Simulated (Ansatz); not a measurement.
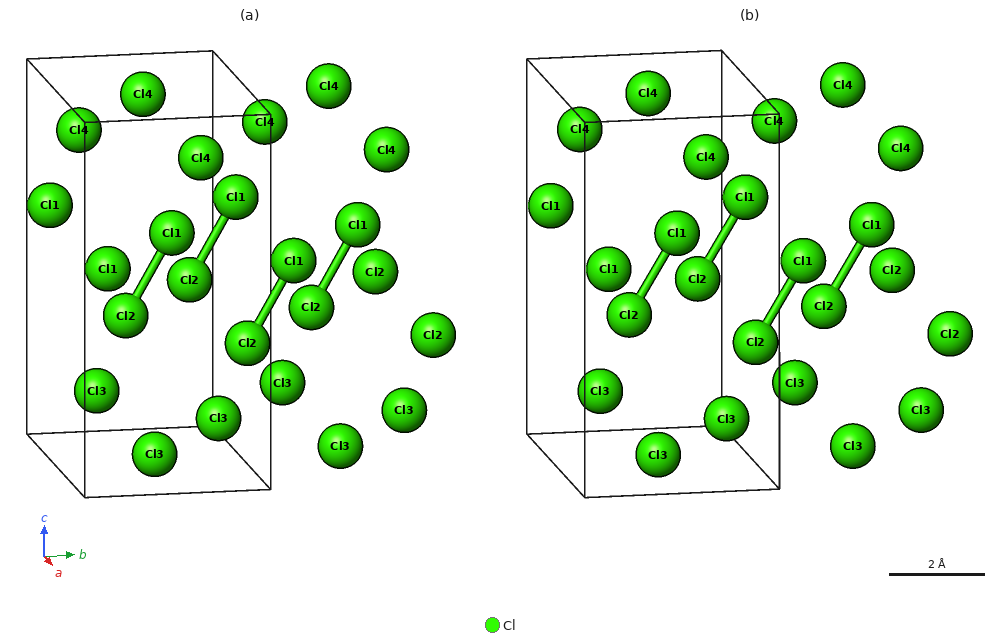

Left: a crystal of Cl (built on the database structure type). Right: the same structure after one change, at the same scale. A ball-and-stick model of the conventional cell (2 times the calculation's cell), repeated 1 × 2 × 1 with one cell outlined, seen slightly off an axis. Lengths and directions refer to the drawn axes.

Level of theory: Ansatz, DFT, r2SCAN, plane waves, PAW. Set-up: plane-wave cutoff 500 eV; k-point mesh 8 × 8 × 4; occupations fixed; no spin polarisation.

**What was changed?**

The cell is strained by +4.8 % along b and none across it (volume +4.8 %) and atoms are displaced by 0.01 Å relative to the cell: Cl2 0.01 Å along [0 1 1]. No relaxation follows.

**And its effect?**

The energy falls by 3.9 meV per atom. Pressure: 0.8 GPa before, 0.2 GPa after. The principal stresses (compression positive) are 0.5 GPa along a, 0.1 GPa along b, none along the third axis. The largest forces, 0.043 eV/Å, act on Cl1, Cl2, Cl3 and Cl4. The band gap goes from 2.57 to 2.74 eV. The space group stays Cmce (No. 64).
